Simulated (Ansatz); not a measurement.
HW5S10 (cell charge −1, with a compensating background) (cell with a defect)

Input file:

```
crystal:
  lattice:
    - [4.781620989, -2.7606701652, 0.0]
    - [1.593873663, -0.9202233884, -7.4744493696]
    - [6.375494652, 5.5213403304, 0.0]
  atoms:
    - { symbol: W, position: [-0.0027548056, 0.9861999805, 1.0040935754] }
    - { symbol: W, position: [0.3972066963, 0.990697012, 0.2031158592] }
    - { symbol: W, position: [0.7998140947, 0.9922543015, 0.4045067707] }
    - { symbol: W, position: [0.2006975364, 0.998459431, 0.5993369669] }
    - { symbol: W, position: [0.5972614978, 0.9857819221, 0.8040908174] }
    - { symbol: S, position: [0.4004749707, 0.7774226842, 1.0056324057] }
    - { symbol: S, position: [0.7990602099, 0.7805762093, 0.2071549949] }
    - { symbol: S, position: [0.2011096823, 0.7821682726, 0.4056786871] }
    - { symbol: S, position: [0.5976628229, 0.7811918618, 0.6016505326] }
    - { symbol: S, position: [-0.0112412307, 0.761818316, 0.8165771635] }
    - { symbol: S, position: [0.261600093, 0.1983887562, 1.0015240352] }
    - { symbol: S, position: [0.6632624611, 0.199867854, 0.2019234821] }
    - { symbol: S, position: [0.0627386338, 0.2051269453, 0.4003100185] }
    - { symbol: S, position: [0.4649581473, 0.2031248984, 0.6039279795] }
    - { symbol: S, position: [0.8607796326, 0.1963494382, 0.8043417484] }
    - { symbol: H, position: [0.8821195574, 0.630072117, 0.929884963] }
  host:
    lattice:
      - [1.593873663, 0.9202233884, 7.4744493696]
      - [-1.593873663, 0.9202233884, 7.4744493696]
      - [0.0, -1.8404467768, 7.4744493696]
    atoms:
      - { symbol: W, position: [0.0006774491, 0.0006774491, 0.0006774491] }
      - { symbol: S, position: [0.4040742703, 0.4040742703, 0.4040742703] }
      - { symbol: S, position: [0.2639482806, 0.2639482806, 0.2639482806] }
total_charge: -1
basis:
  ecutwfc: 420
  xc_grid: 2
kpoints:
  mp_grid: { grid: [3, 2, 3], shift: [0.0, 0.5, 0.0] }
hamiltonian:
  xc: pbe
scf:
  occupations: { method: gaussian, width: 0.01 }
output:
  forces: true
  stress: false
  eigenvalues: true
  charged_corrections:
    defect_position: [0.83125, 0.5, 0.99375]
    epsilon: [[11.5894, 0.0, 0.0], [0.0, 11.5894, 0.0], [0.0, 0.0, 3.2073]]
  write_density: true
  write_potential: true
  elf: true
  volumetric_format: npy
relax:
  adjacent_minimum: "off"
  f_tol: 0.025
  max_steps: 45
```

Command:

```sh
ansatz run input.yaml --threads 4 --pin off --max-ram 10240MiB --backend cpu --events-out ev --progress --plain --runs-dir out
```

The fields are those of the run's last geometry, not of the input's.

These are results of Ansatz 0.2.0, DFT PBE, scalar-relativistic, plane waves, PAW, not measurements.

Core electrons are frozen (PAW), and the valence fields are smoothed inside the atomic spheres.

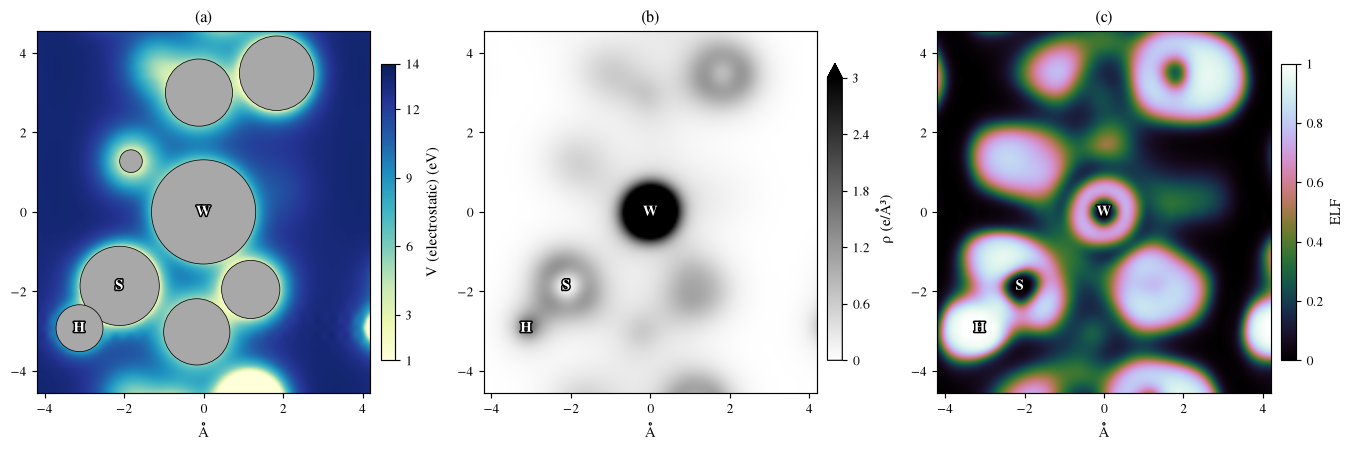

Figure 1. (a) electrostatic potential (local pseudopotential plus Hartree) felt by an electron; (b) valence charge density (pseudo); (c) ELF on the (101) plane of the calculation cell. Grey discs cover the atomic cores in the potential map.

What does the map show?

Answer. The section cuts through W, S and H sites.
Atoms just off the plane (S, 0.3 Å away) can leave unmarked features too.
S–H (1.47 Å): the density is about 1.2 e/Å³ at the midpoint; the ELF climbs to about 1 towards the hydrogen, as it does in any bond to H: an ordinary covalent bond to hydrogen.
Between the atoms the lowest density in this plane is 0.006 e/Å³.
The features right at W lie inside the PAW spheres, where the map follows smoothed inner orbitals and isn't to be read closely.
Outside the cores the potential energy rises away from the atoms and is highest about 2.2 Å from the nearest atoms; its zero is arbitrary.

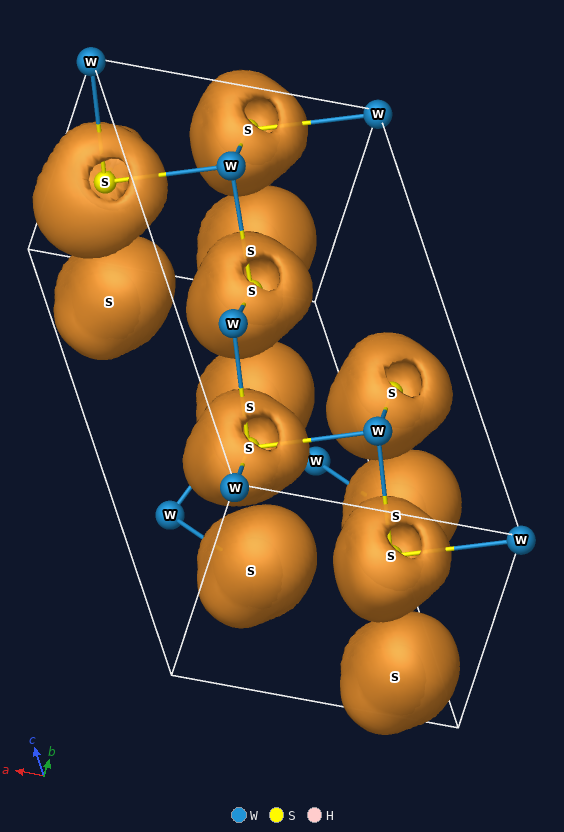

Figure 2. Isosurface of the ELF at 0.75 (orange), seen at an oblique angle. Only the valence region is drawn (cores and ρ < 0.01 e/Å³ removed). Sticks mark near contacts.

Describe the localisation domains.

Answer. The ELF exceeds this value in nine regions wrapped around S (the valence shell of each) and one joined region spread over several atoms (H, S), in which their bonds and any lone pairs are merged, counted in one cell of 16 atoms. Regions shared between cells count once. Profiles from the grid: W–S (2.38 Å): the ELF peaks at about 0.85 in the valence shell of S, 0.8 Å from its nucleus, and is about 0.50 at the midpoint.

Does the calculation make it a metal, or give it a gap?

Answer. It is gapped, with a Kohn–Sham gap of 0.70 eV on the k-point mesh (the band edges may lie off the mesh, which would make the gap smaller).
